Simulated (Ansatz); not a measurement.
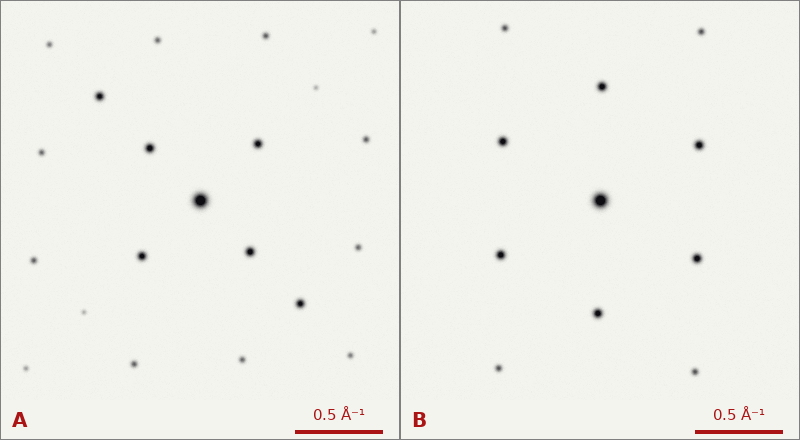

Kinematic electron diffraction patterns (200 kV, B = 0.5 Å², same scale, each along a low-index zone) of two structures of composition CO, each relaxed at zero pressure with DFT r2SCAN, scalar-relativistic, plane waves, PAW in Ansatz.

The structures (standard cells):
1. F-43m (No. 216), a = 4.338 Å, 8 atoms; generated start, possibly hypothetical
2. P4_2/mmc (No. 131), a = 2.411 Å, c = 4.797 Å, 4 atoms; generated start, possibly hypothetical

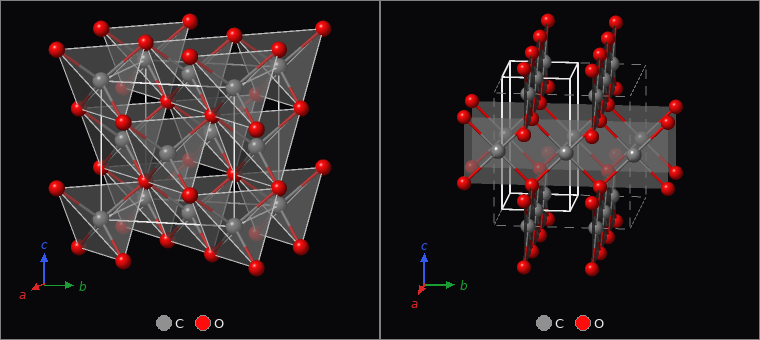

Drawings of the structures 1 to 2, from left to right (each may span several cells).

Which pattern belongs to which structure, and along which zone?

A is structure 2 along [101] or an equivalent direction: rectangular net of 0 1 0 at d = 2.41 Å and 1 0 -1 at d = 2.15 Å, 90.0° apart (some points of this net are extinct or too weak to see). B is structure 1 along [111] or an equivalent direction: hexagonal net of -2 2 0 at d = 1.53 Å and -2 0 2 at d = 1.53 Å, 60.0° apart.

Which structure lies lowest at this level of theory, and by how much?

Structure 2 (P4_2/mmc, 6.97 Å³ an atom) is the lowest of these; structure 1 (F-43m, 10.21 Å³ an atom) lies about 300 meV an atom higher. These are static energies at 0 K; other structures, not shown, may lie lower still.
